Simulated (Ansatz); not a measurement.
A structure file:

```
CELL_PARAMETERS angstrom
2.82968 0.00000 0.00000
-1.41484 2.45058 0.00000
0.00000 0.00000 4.79213
ATOMIC_POSITIONS crystal
Pt 0.66667 0.33333 0.75000
Pt 0.33333 0.66667 0.25000
```

Q: Say what kind of structure these coordinates give.

A: The element is platinum. The structure has P6_3/mmc (No. 194) symmetry and a primitive hexagonal lattice. The structure type is hexagonal close-packed (Mg type). The cell holds two atoms. Pt is linked to twelve Pt in an anticuboctahedral arrangement at 2.83 to 2.90 Å. The bonds build a three-dimensional framework.

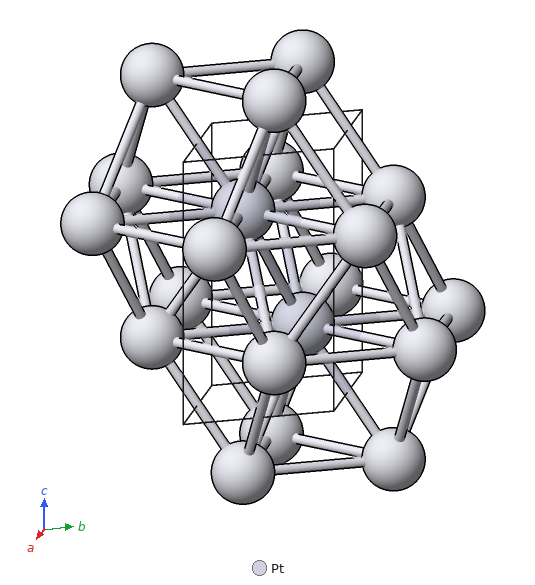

Structure drawing (ball-and-stick), viewed slightly off an axis. The conventional unit cell is drawn as a box. Atoms of adjacent cells appear where they bond to atoms in the box, in fainter colours. Colours: platinum light grey.

Source of the structure: a structure listed in the Materials Project. The cell was then strained or its atoms displaced on purpose. An electronic-structure calculation with Ansatz was run on it.

At this level of theory the run's own cell isn't at rest (stretched, at -21 GPa), so its distances can differ from those at equilibrium, the more so the softer the solid.
